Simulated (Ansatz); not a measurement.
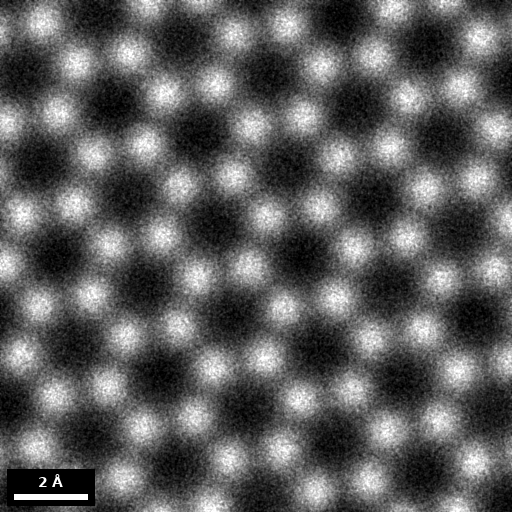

An image along [001] of one of the structures below (computed or model cells, partly hypothetical, each in its standard cell). Simulated as the projected potential of neutral atoms (B = 0.5 Å²) blurred by a 0.76 Å probe, the thin-sample limit of integrated differential phase contrast. Shot noise and the speckle of an amorphous layer were added.

A. Cu
Space group P6_3/mmc (No. 194). a = 2.531 Å, b = 2.531 Å, c = 4.128 Å, α = 90.00°, β = 90.00°, γ = 120.00°
```
atom  site  symmetry       x       y       z
  Cu    2d      -6m2  0.3333  0.6667  0.7500
```

B. PtSe
Space group Fm-3m (No. 225). a = 5.560 Å, b = 5.560 Å, c = 5.560 Å, α = 90.00°, β = 90.00°, γ = 90.00°
| atom | site | symmetry | x | y | z |
| --- | --- | --- | --- | --- | --- |
| Pt | 4b | m-3m | 0.5000 | 0.0000 | 0.0000 |
| Se | 4a | m-3m | 0.0000 | 0.0000 | 0.0000 |

C. Pt
Space group Im-3m (No. 229). a = 3.111 Å, b = 3.111 Å, c = 3.111 Å, α = 90.00°, β = 90.00°, γ = 90.00°
| atom | site | symmetry | x | y | z |
| --- | --- | --- | --- | --- | --- |
| Pt | 2a | m-3m | 0.0000 | 0.0000 | 0.0000 |

D. Cu
Space group Fm-3m (No. 225). a = 3.610 Å, b = 3.610 Å, c = 3.610 Å, α = 90.00°, β = 90.00°, γ = 90.00°
| atom | site | symmetry | x | y | z |
| --- | --- | --- | --- | --- | --- |
| Cu | 4a | m-3m | 0.0000 | 0.0000 | 0.0000 |

**Which of them gives this image?**

A, Cu. Along [001] the projected cells are A 2.53 × 2.53 Å, 120°; B 2.78 × 2.78 Å, 90°; C 2.20 × 2.20 Å, 90°; D 1.80 × 1.80 Å, 90°. The image repeats as A does.

Structure A: coordinates from a relaxation at fixed volume with DFT r2SCAN, scalar-relativistic, plane waves, PAW in Ansatz; the starting structure was generated, so it need not be a known form of this composition.
